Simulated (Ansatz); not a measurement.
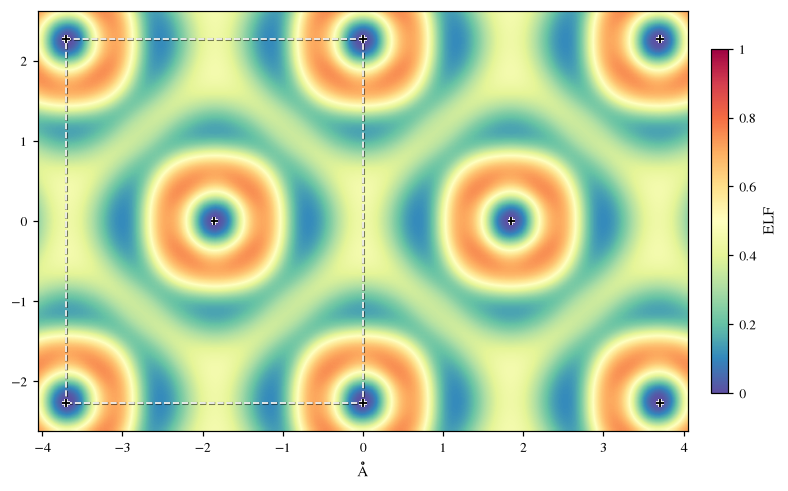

The ELF on a plane through atoms (crosses mark nuclei in the plane).

All numbers below come from Ansatz 0.2.0, DFT PBEsol, scalar-relativistic, plane waves, PAW.

Candidates:
A. Al$_{2}$Ru, a = 3.12 Å, b = 3.12 Å, c = 8.44 Å, α = 90.00°, β = 90.00°, γ = 90.00°. Space group I4/mmm; a structure from a database of computed crystals, not necessarily the ambient phase; computed without spin polarisation.
B. Ta, a = 3.71 Å, b = 3.71 Å, c = 2.62 Å, α = 90.00°, β = 90.00°, γ = 90.00°. Space group I4/mmm; computed pressure about 4 GPa in this cell; computed without spin polarisation.

> Which system is this?

Candidate B: Ta on the (011) plane of the conventional cell, which holds Ta. Ta–Ta (2.93 Å): the ELF is about 0.35 at the midpoint.
